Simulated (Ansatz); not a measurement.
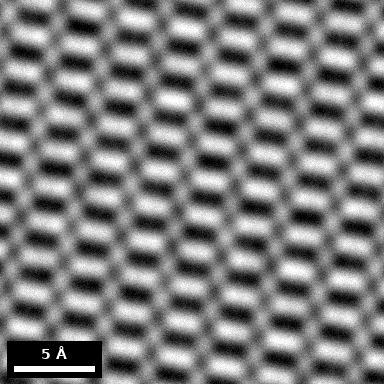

Phase-contrast TEM-like image of Co (Pm-3n, No. 223). Simulated in the weak-phase-object approximation with neutral-atom potentials: 80 kV, Cs = −20 µm, defocus +110 Å (negative is underfocus), defocus spread 8 Å, aperture 0.78 1/Å. Shot noise and the speckle of an amorphous layer were added. Atomic positions: the input geometry of a calculation; the starting structure was generated, so it need not be a known form of this composition.

```
Co
1.0
     4.49782    0.00000    0.00000
     0.00000    4.49782    0.00000
     0.00000    0.00000    4.49782
Co
8
Direct
  0.00000 0.00000 0.00000
  0.50000 0.50000 0.50000
  0.25000 0.00000 0.50000
  0.75000 0.00000 0.50000
  0.50000 0.25000 0.00000
  0.50000 0.75000 0.00000
  0.00000 0.50000 0.25000
  0.00000 0.50000 0.75000
```

### Along which zone axis is the crystal seen: [110], [001] or [111]? (Directions equivalent by symmetry count as one.)

[110]. The projected cells are 2.25 × 3.18 Å, 90° for [110]; 4.50 × 4.50 Å, 90° for [001]; 3.67 × 3.67 Å, 120° for [111], and the image repeats as the [110] one does.
